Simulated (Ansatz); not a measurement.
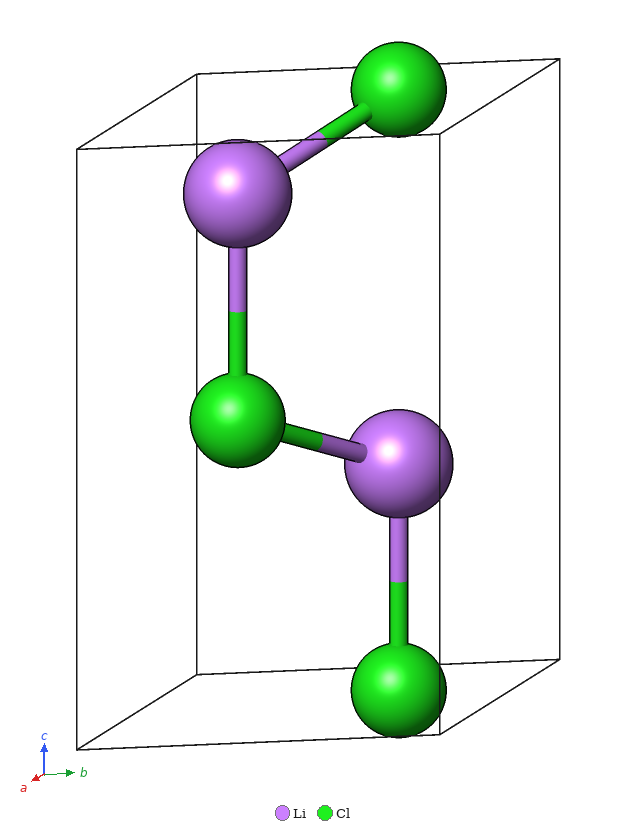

Ball-and-stick model, viewed slightly off an axis. The edges of the conventional unit cell are marked.

In words:

- Its composition is LiCl.
- It belongs to space group P6_3mc (No. 186) and has a primitive hexagonal lattice.
- This arrangement goes by the name wurtzite.
- Atoms per cell: 4 (2 Li, 2 Cl).
- The coordination shell of Li holds four Cl in a tetrahedral arrangement. The Cl atoms are each bonded to four Li in a tetrahedral arrangement.
- The bonds build a three-dimensional framework.

The structure comes from a structure listed in the Materials Project. The cell was then strained or its atoms displaced on purpose. A calculation with Ansatz used it as input.
